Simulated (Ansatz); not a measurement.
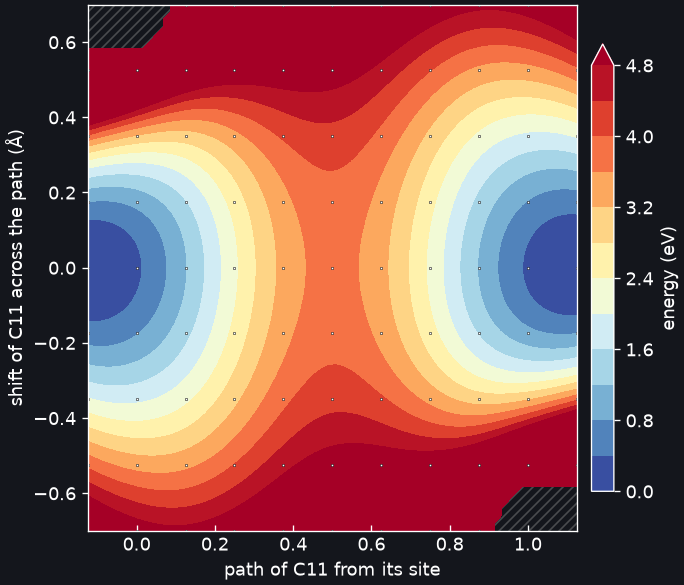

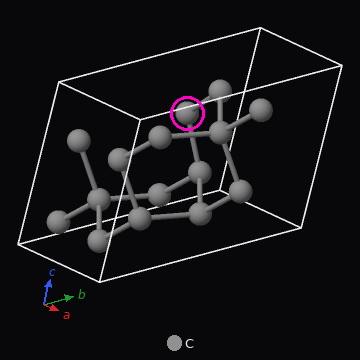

Energy landscape of C (Fd-3m phase) with one C vacancy (15 atoms in the cell). An atom moved over a plane that holds its own site and a neighbouring vacancy (x along [2 −2 1] of the conventional cell). Coordinates scanned: (1) path of C11 from its site (0) to the vacancy (1), 1.547 Å; (2) shift of C11 across the path, along the Cartesian direction [−1 1 2]. Nothing is relaxed (all other atoms held at the sites of the perfect crystal). Grid: 11 × 9 points; 48 points were computed and 47 follow by symmetry. At 4 points there is no value (left out of the scan, as a rule where atoms come close). Points are written as (first, second). All energies are given in eV per cell relative to the lowest grid point. Level of theory: DFT PBE, scalar-relativistic, plane waves, PAW in Ansatz. Settings: cutoff 420 eV, k-mesh 6×6×6, gaussian smearing 0.05 eV, no spin polarisation.

Drawn: filled contours, dots at the grid points, one colour for all values above the top of the scale, hatched blanks where no value was computed. Between grid points the surface is interpolated. The second picture is the structure at the lowest point; rings mark the moved atoms.

Where are the wells?

The lowest grid point is at (−0.125, 0.000 Å) [nearest 3 C at 1.49 Å]. It lies at the edge of the scanned range, so the true minimum may lie outside. The highest grid point, (−0.125, 0.525 Å) [nearest 1 C at 0.99 Å], lies 11.5 eV above the lowest.

Each point was launched as `ansatz run input.yaml --threads 4 --pin off --max-ram 8192MiB --backend cpu --events-out ev --progress --plain --runs-dir out`. The whole map (48 points run) took 4.2 min on 4 threads of Intel(R) Xeon(R) Platinum 8488C (Sapphire Rapids), with other jobs on the host.

PAW datasets: the set soft_1.
